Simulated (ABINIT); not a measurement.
## Phonon calculation of WSi2 (part 2 of 2)

WSi2 (3 atoms in the cell); Kohn-Sham DFT of a periodic cell, PBE, PseudoDojo NC SR PBE v0.4.1 standard, no spin polarisation (ABINIT 10.8.3); cutoff 1006.82 eV, 8×8×8 k-mesh, fermi-dirac of 0.05 eV. The structure derives from an entry of the Crystallography Open Database.

Geometry of the input (Å; fractional positions):
```
-1.6152  1.6152  3.9327
1.6152  -1.6152  3.9327
1.6152  1.6152  -3.9327
W  0.0000  0.0000  0.0000
Si 0.6653  0.6653  -0.0000
Si 0.3347  0.3347  0.0000
```

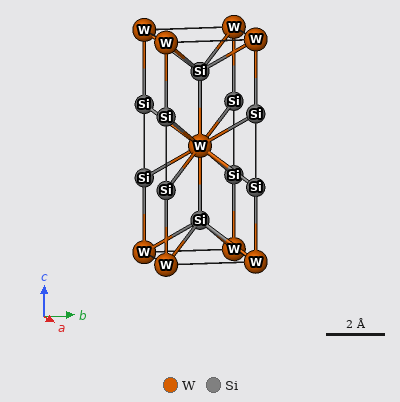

**Figure 1.** The structure as given in the input (ball-and-stick view of the cell 2 times as large as that of the calculation, set on its symmetry axes, seen slightly off an axis). An atom can appear more than once, as a periodic image.

The program's output, continued:
```
 cartesian coordinates (angstrom) at end:
    1      0.00000000000000     0.00000000000000     0.00000000000000
    2      0.00000000000000    -0.00000000000000     5.23310930093476
    3      0.00000000000000     0.00000000000000     2.63236681373761

 cartesian forces (hartree/bohr) at end:
    1     -0.00000000000000    -0.00000000000000     0.00000000000000
    2      0.00000000000000     0.00000000000000    -0.00026905575576
    3     -0.00000000000000    -0.00000000000000     0.00026905575576
 frms,max,avg= 1.2683410E-04 2.6905576E-04   0.000E+00  0.000E+00  0.000E+00 h/b

 cartesian forces (eV/Angstrom) at end:
    1     -0.00000000000000    -0.00000000000000     0.00000000000000
    2      0.00000000000000     0.00000000000000    -0.01383540323715
    3     -0.00000000000000    -0.00000000000000     0.01383540323715
 frms,max,avg= 6.5220716E-03 1.3835403E-02   0.000E+00  0.000E+00  0.000E+00 e/A
 length scales=  1.000000000000  1.000000000000  1.000000000000 bohr
              =  0.529177210544  0.529177210544  0.529177210544 angstroms
 Fermi (or HOMO) energy (hartree) =   0.49099   Average Vxc (hartree)=  -0.45961
 Eigenvalues (hartree) for nkpt=  59  k points:
 kpt#   1, nband= 19, wtk=  0.00195, kpt=  0.0000  0.0000  0.0000 (reduced coord)
  -2.22134   -0.90746   -0.90649   -0.90649   -0.01844    0.24628    0.35664    0.37550
   0.39138    0.39138    0.51679    0.59156    0.60441    0.60574    0.60574    0.66149
   0.70015    0.70015    0.80551
      occupation numbers for kpt#   1
   2.00000    2.00000    2.00000    2.00000    2.00000    2.00000    2.00000    2.00000
   2.00000    2.00000    0.00000    0.00000    0.00000    0.00000    0.00000    0.00000
   0.00000    0.00000    0.00000
 prteigrs : prtvol=0 or 1, do not print more k-points.

--- !EnergyTerms
iteration_state     : {dtset: 1, }
comment             : Components of total free energy in Hartree
kinetic             :  2.37316896160564E+01
hartree             :  1.38699782061883E+01
xc                  : -1.98331145558747E+01
Ewald energy        : -6.23314938037070E+01
psp_core            :  2.41433093341180E+00
local_psp           : -5.58360200624625E+01
non_local_psp       :  1.36320093639361E+01
internal            : -8.43526203024515E+01
'-kT*entropy'       : -9.51579075520304E-05
total_energy        : -8.43527154603590E+01
total_energy_eV     : -2.29535432128916E+03
band_energy         : -5.60458221530746E+00
...

 Cartesian components of stress tensor (hartree/bohr^3)
  sigma(1 1)= -4.62351352E-07  sigma(3 2)=  0.00000000E+00
  sigma(2 2)= -4.62351352E-07  sigma(3 1)=  0.00000000E+00
  sigma(3 3)=  2.50661195E-06  sigma(2 1)=  0.00000000E+00

-Cartesian components of stress tensor (GPa)         [Pressure= -1.5514E-02 GPa]
- sigma(1 1)= -1.36028464E-02  sigma(3 2)=  0.00000000E+00
- sigma(2 2)= -1.36028464E-02  sigma(3 1)=  0.00000000E+00
- sigma(3 3)=  7.37470696E-02  sigma(2 1)=  0.00000000E+00

================================================================================
== DATASET  2 ==================================================================

--- !DatasetInfo
iteration_state: {dtset: 2, }
dimensions: {natom: 3, nkpt: 260, mband: 19, nsppol: 1, nspinor: 1, nspden: 1, mpw: 3025, }
cutoff_energies: {ecut:  37.0, pawecutdg:  -1.0, }
electrons: {nelect:   2.20000000E+01, charge:   0.00000000E+00, occopt:   3.00000000E+00, tsmear:   1.83747000E-03, }
meta: {optdriver: 1, rfphon: 1, }
...

 mkfilename : getwfk/=0, take file _WFK from output of DATASET   1.

 Exchange-correlation functional for the present dataset will be:
  GGA: Perdew-Burke-Ernzerhof functional - ixc=11
  J.P.Perdew, K.Burke, M.Ernzerhof, PRL 77, 3865 (1996)

 Real(R)+Recip(G) space primitive vectors, cartesian coordinates (Bohr,Bohr^-1):
 R(1)= -3.0523104  3.0523104  7.4317979  G(1)=  0.0000000  0.1638103  0.0672785
 R(2)=  3.0523104 -3.0523104  7.4317979  G(2)=  0.1638103  0.0000000  0.0672785
 R(3)=  3.0523104  3.0523104 -7.4317979  G(3)=  0.1638103  0.1638103  0.0000000
 Unit cell volume ucvol=  2.7695631E+02 bohr^3
 Angles (23,13,12)=  1.38394919E+02  1.38394919E+02  6.02986973E+01 degrees
 setup1 : take into account q-point for computing boxcut.

 getcut: wavevector=  0.0000  0.0000  0.0000  ngfft=  48  48  48
         ecut(hartree)=     37.000   => boxcut(ratio)=   2.03968
--------------------------------------------------------------------------------

 ==>  initialize data related to q vector <==

 The list of irreducible perturbations for this q vector is:
    1)    idir= 1    ipert=   1
    2)    idir= 1    ipert=   2

================================================================================

 The perturbation idir=   2  ipert=   1 is
 symmetric of a previously calculated perturbation.
 So, its SCF calculation is not needed.

 The perturbation idir=   3  ipert=   1 is
 symmetric of a previously calculated perturbation.
 So, its SCF calculation is not needed.

 The perturbation idir=   2  ipert=   2 is
 symmetric of a previously calculated perturbation.
 So, its SCF calculation is not needed.

 The perturbation idir=   3  ipert=   2 is
 symmetric of a previously calculated perturbation.
 So, its SCF calculation is not needed.

 The perturbation idir=   1  ipert=   3 is
 symmetric of a previously calculated perturbation.
 So, its SCF calculation is not needed.

 The perturbation idir=   2  ipert=   3 is
 symmetric of a previously calculated perturbation.
 So, its SCF calculation is not needed.

 The perturbation idir=   3  ipert=   3 is
 symmetric of a previously calculated perturbation.
 So, its SCF calculation is not needed.

--------------------------------------------------------------------------------
 Perturbation wavevector (in red.coord.)   0.000000  0.000000  0.000000
 Perturbation : displacement of atom   1   along direction   1
 Found     2 symmetries that leave the perturbation invariant.
 symkpt : the number of k-points, thanks to the symmetries,
 is reduced to   150 .

--------------------------------------------------------------------------------

--------------------------------------------------------------------------------

 dfpt_looppert : total number of electrons, from k and k+q
  fully or partially occupied states are    2.200000E+01 and    2.200000E+01.
 Initialisation of the first-order wave-functions :
  ireadwf=   0

--- !BeginCycle
iteration_state: {dtset: 2, }
solver: {iscf: 7, nstep: 80, nline: 4, wfoptalg: 0, }
tolerances: {tolvrs: 1.00E-08, }
...

     iter   2DEtotal(Ha)        deltaE(Ha) residm    vres2
-ETOT  1   16.556478380199     -4.132E+03 1.412E+01 3.956E+04
 ETOT  2   10.129638750315     -6.427E+00 6.942E-01 2.124E+03
 ETOT  3   9.8846302095744     -2.450E-01 1.998E-02 2.800E+01
 ETOT  4   9.8809999542836     -3.630E-03 8.026E-03 1.404E-01
 ETOT  5   9.8809680054700     -3.195E-05 3.338E-04 2.234E-03
 ETOT  6   9.8809675419915     -4.635E-07 1.386E-04 1.401E-05
 ETOT  7   9.8809675397942     -2.197E-09 5.996E-06 1.247E-06
 ETOT  8   9.8809675396250     -1.692E-10 2.436E-06 8.167E-08
 ETOT  9   9.8809675396168     -8.185E-12 1.106E-07 3.470E-08
 ETOT 10   9.8809675395032     -1.137E-10 4.379E-08 3.606E-11

 At SCF step   10       vres2   =  3.61E-11 < tolvrs=  1.00E-08 =>converged.
================================================================================

 ----iterations are completed or convergence reached----

 Mean square residual over all n,k,spin=   49.237E-12; max=  43.787E-09

 2DEtotal=    0.9880967540E+01 Ha. Also 2DEtotal=    0.268874824201E+03 eV
    (2DErelax=   -4.1386357722E+03 Ha. 2DEnonrelax=    4.1485167397E+03 Ha)
    (  non-var. 2DEtotal :    9.8809674736E+00 Ha)

--------------------------------------------------------------------------------
 Perturbation wavevector (in red.coord.)   0.000000  0.000000  0.000000
 Perturbation : displacement of atom   2   along direction   1
 Found     2 symmetries that leave the perturbation invariant.
 symkpt : the number of k-points, thanks to the symmetries,
 is reduced to   150 .

--------------------------------------------------------------------------------

--------------------------------------------------------------------------------

 dfpt_looppert : total number of electrons, from k and k+q
  fully or partially occupied states are    2.200000E+01 and    2.200000E+01.
 Initialisation of the first-order wave-functions :
  ireadwf=   0

--- !BeginCycle
iteration_state: {dtset: 2, }
solver: {iscf: 7, nstep: 80, nline: 4, wfoptalg: 0, }
tolerances: {tolvrs: 1.00E-08, }
...

     iter   2DEtotal(Ha)        deltaE(Ha) residm    vres2
-ETOT  1   10.669313946485     -1.164E+02 1.010E+00 1.349E+04
 ETOT  2   9.4813795106255     -1.188E+00 1.353E-01 2.141E+03
 ETOT  3   9.2402572941175     -2.411E-01 1.341E-02 4.686E+02
 ETOT  4   9.1629768712121     -7.728E-02 2.350E-03 2.650E+00
 ETOT  5   9.1626240287532     -3.528E-04 2.518E-04 1.015E-02
 ETOT  6   9.1626222379091     -1.791E-06 4.889E-05 2.224E-04
 ETOT  7   9.1626221939347     -4.397E-08 5.150E-06 5.372E-06
 ETOT  8   9.1626221931324     -8.024E-10 1.375E-06 8.878E-08
 ETOT  9   9.1626221931159     -1.647E-11 1.203E-07 1.842E-09

 At SCF step    9       vres2   =  1.84E-09 < tolvrs=  1.00E-08 =>converged.
================================================================================

 ----iterations are completed or convergence reached----

 Mean square residual over all n,k,spin=   18.913E-11; max=  12.033E-08

 2DEtotal=    0.9162622193E+01 Ha. Also 2DEtotal=    0.249327651523E+03 eV
    (2DErelax=   -1.1790018871E+02 Ha. 2DEnonrelax=    1.2706281090E+02 Ha)
    (  non-var. 2DEtotal :    9.1626213750E+00 Ha)

================================================================================

 ---- first-order wavefunction calculations are completed ----

 ==> Compute Derivative Database <==

  Dynamical matrix, in cartesian coordinates,
   if specified in the inputs, asr has been imposed
     j1       j2             matrix element
  dir pert dir pert     real part    imaginary part

   1    1   1    1         0.1043313096         0.0000000000
   1    1   1    2        -0.0521656548        -0.0000000000
   1    1   1    3        -0.0521656548         0.0000000000

   2    1   2    1         0.1043313096        -0.0000000000
   2    1   2    2        -0.0521656548         0.0000000000
   2    1   2    3        -0.0521656548        -0.0000000000

   3    1   3    1         0.1437004489        -0.0000000000
   3    1   3    2        -0.0718502245         0.0000000000
   3    1   3    3        -0.0718502245        -0.0000000000

   1    2   1    1        -0.0521657578         0.0000000000
   1    2   1    2         0.0832231448        -0.0000000000
   1    2   1    3        -0.0310573870        -0.0000000000

   2    2   2    1        -0.0521657578        -0.0000000000
   2    2   2    2         0.0832231448         0.0000000000
   2    2   2    3        -0.0310573870        -0.0000000000

   3    2   3    1        -0.0718503287        -0.0000000000
   3    2   3    2         0.1378179742         0.0000000000
   3    2   3    3        -0.0659676455         0.0000000000

   1    3   1    1        -0.0521657578        -0.0000000000
   1    3   1    2        -0.0310573870         0.0000000000
   1    3   1    3         0.0832231448         0.0000000000

   2    3   2    1        -0.0521657578         0.0000000000
   2    3   2    2        -0.0310573870         0.0000000000
   2    3   2    3         0.0832231448        -0.0000000000

   3    3   3    1        -0.0718503287         0.0000000000
   3    3   3    2        -0.0659676455        -0.0000000000
   3    3   3    3         0.1378179742        -0.0000000000

  Phonon wavevector (reduced coordinates) :  0.00000  0.00000  0.00000
 Phonon energies in Hartree :
   0.000000E+00  0.000000E+00  0.000000E+00  1.153359E-03  1.153359E-03
   1.353586E-03  1.494050E-03  1.494050E-03  1.995104E-03
 Phonon frequencies in cm-1    :
   0.000000E+00  0.000000E+00  0.000000E+00  2.531329E+02  2.531329E+02
   2.970779E+02  3.279060E+02  3.279060E+02  4.378748E+02

== END DATASET(S) ==============================================================
================================================================================

 -outvars: echo values of variables after computation  --------
            acell      1.0000000000E+00  1.0000000000E+00  1.0000000000E+00 Bohr
           etotal1    -8.4352715460E+01
           etotal2     9.1626221931E+00
            fcart1    -5.6104341396E-21 -2.3680470348E-20  1.8070036208E-20
                       1.6223607226E-20  5.2363679642E-20 -2.6905575576E-04
                      -1.0613173086E-20 -2.8683209295E-20  2.6905575576E-04
            fcart2     0.0000000000E+00  0.0000000000E+00  0.0000000000E+00
                       0.0000000000E+00  0.0000000000E+00  0.0000000000E+00
                       0.0000000000E+00  0.0000000000E+00  0.0000000000E+00
            rprim     -3.0523103541E+00  3.0523103541E+00  7.4317978533E+00
                       3.0523103541E+00 -3.0523103541E+00  7.4317978533E+00
                       3.0523103541E+00  3.0523103541E+00 -7.4317978533E+00
           strten1    -4.6235135235E-07 -4.6235135236E-07  2.5066119466E-06
                       0.0000000000E+00  0.0000000000E+00  0.0000000000E+00
           strten2     0.0000000000E+00  0.0000000000E+00  0.0000000000E+00
                       0.0000000000E+00  0.0000000000E+00  0.0000000000E+00
           xangst      0.0000000000E+00  0.0000000000E+00  0.0000000000E+00
                       3.2196144742E-16 -2.2867988391E-16  5.2331093009E+00
                       1.7127665695E-17  2.9794972069E-17  2.6323668137E+00
             xred      0.0000000000E+00  0.0000000000E+00  0.0000000000E+00
                       6.6532645000E-01  6.6532645000E-01  2.8875931208E-17
                       3.3467355000E-01  3.3467355000E-01  1.4525216015E-17
 Calculation completed.
```

Summary:

| quantity | value |
| --- | --- |
| outcome | converged |
| space group (tolerance 0.01 Å) | I4/mmm (139) |
| electrons treated | 22 |
| free energy | −2295.3543 eV |
| gap on the k-point mesh | none (metallic) |
| pressure | −0.02 GPa |
| largest force (length of the vector) | 0.014 eV/Å |
| wall time | 5.1 min (CPU time 20 min) |
| peak memory | 0.76 GiB |

Points of doubt noted for this run: k mesh coarse for metal response. Spin–orbit coupling is left out, which matters for W.
